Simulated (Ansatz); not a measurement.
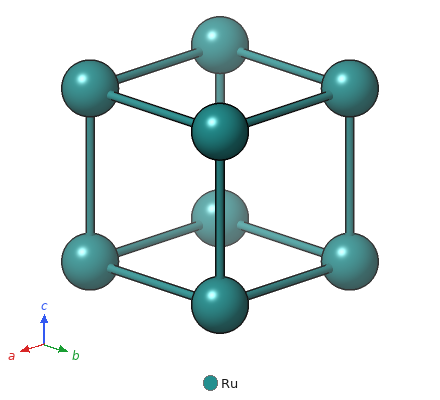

Ru (Pm-3m, No. 221): coordinates from a relaxation with Ansatz 0.2.0, DFT, PBEsol, plane waves (420 eV) with PAW, scalar-relativistic; the starting structure was generated, so it need not be a known form of this composition.

```yaml
crystal:
  lattice:
    - [2.48099, 0.00000, 0.00000]
    - [0.00000, 2.48099, 0.00000]
    - [0.00000, 0.00000, 2.48099]
  atoms:
    - { symbol: Ru, position: [0.00000, 0.00000, 0.00000] }
```

Q: What will a Z-contrast image along [221] show? Simulated incoherent Z contrast: every atom adds Z^1.7 spread by a probe of 0.61 Å full width; channelling and multiple scattering are left out. The probe carries 15 % of its weight in a tail 2.5 times as wide.

A: The columns repeat on a centred rectangular net of 1.17 × 3.51 Å (plane group c2mm). All columns are alike (Ru). The shortest distance between visible columns is 1.17 Å in projection. Along the beam the structure repeats every 7.44 Å.

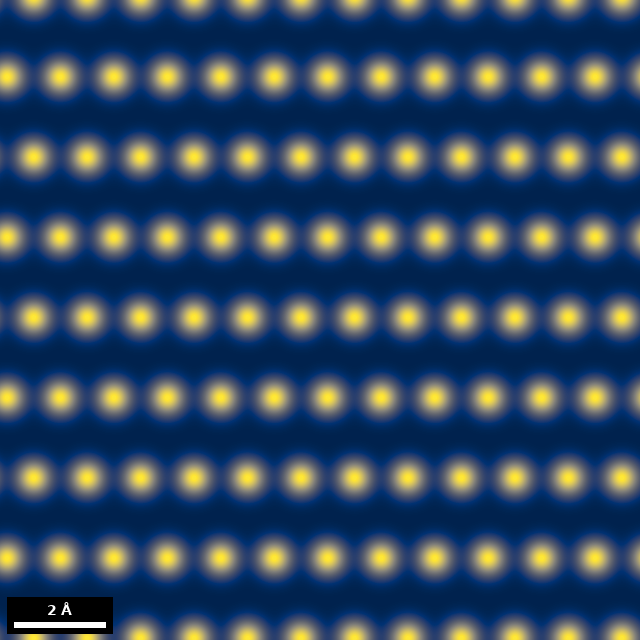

The simulated image.
